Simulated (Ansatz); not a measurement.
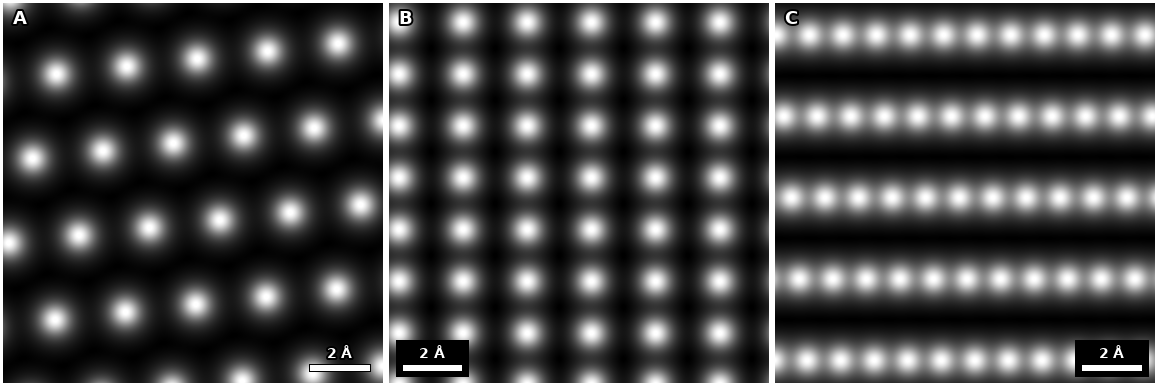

Three views of Hg (R-3m, No. 166) along different zone axes. Simulated as the projected potential of neutral atoms (B = 0.5 Å²) blurred by a 0.50 Å probe, the thin-sample limit of integrated differential phase contrast. The display is stretched by a gamma of 0.65; percentages refer to the linear signal. Structure used: the input geometry of a calculation.

```
Hg
1.0
     3.54486    0.00000    0.00000
    -1.77243    3.06994    0.00000
     0.00000    0.00000    6.58645
Hg
3
Direct
  0.00000 0.00000 0.00000
  0.66667 0.33333 0.33333
  0.33333 0.66667 0.66667
```

> Match the panels to the zone axes [100], [101] and [210].

A is [100]: projected cell 2.42 × 3.00 Å, 112°. B is [210]: projected cell 1.77 × 2.20 Å, 90°, plane group p2mm. C is [101]: projected cell 1.15 × 2.80 Å, 95°, plane group p2.
